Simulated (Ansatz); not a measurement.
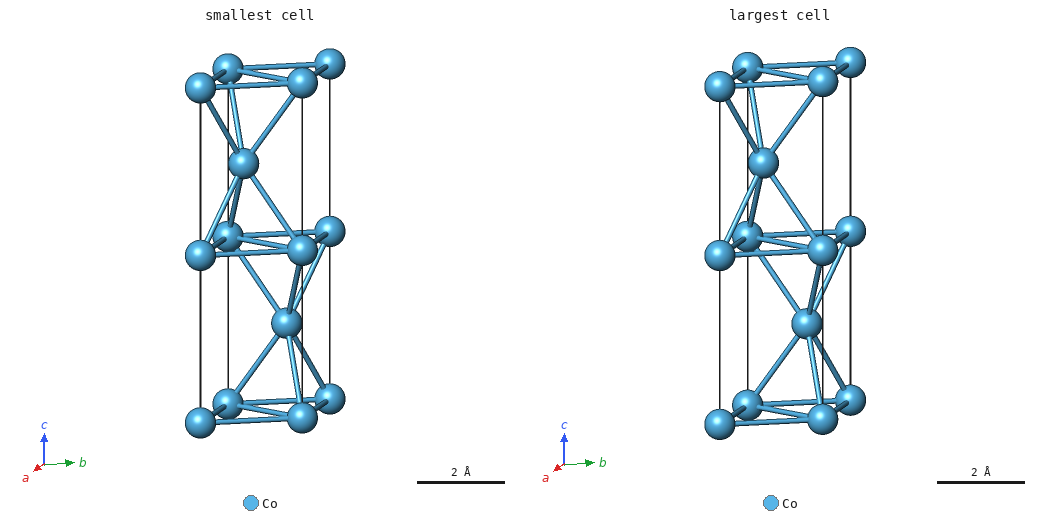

Co, double hexagonal close-packed (α-La type), space group P6₃/mmc (No. 194), relaxed (cell and atoms, zero pressure) with four choices of dispersion term on top of PBEsol; the smallest and the largest of the relaxed conventional cells are drawn to one scale (sticks follow a distance rule). The start was a structure listed in the Materials Project.

Alike in all runs: Ansatz 0.2.0; functional PBEsol; potentials Ansatz PAW; cutoff 420 eV; k mesh 12 × 12 × 4 on the run's cell of 4 atoms; occupations fermi-dirac, width 0.05 eV; collinear spin, ferromagnetic start; no spin-orbit coupling. All runs are metallic.

| level | volume (Å³/atom) | a (Å) | c (Å) | moment (μB/atom) |
| --- | --- | --- | --- | --- |
| D3(BJ) | ? | ? | ? | ? |
| D4 | 10.26 | 2.447 | 7.914 | 1.60 |
| none | 10.42 | 2.460 | 7.952 | 1.62 |
| D3(BJ)-ATM | 10.20 | 2.442 | 7.902 | 1.59 |

**Fill in the row of D3(BJ).**

Volume 10.14 Å³/atom; a 2.437 Å; c 7.888 Å; moment 1.58 μB/atom. That is the smallest volume of all.

**Order the levels by the relaxed volume, smallest first.**

D3(BJ) (10.14 Å³/atom), D3(BJ)-ATM (10.20 Å³/atom), D4 (10.26 Å³/atom), none (10.42 Å³/atom). Rows within a few tenths of a per cent can't be told apart.

Caveat: the plane-wave basis is chosen anew once the cell has moved, so the energies of steps on either side of that aren't comparable; pairwise dispersion terms can overbind metals strongly.
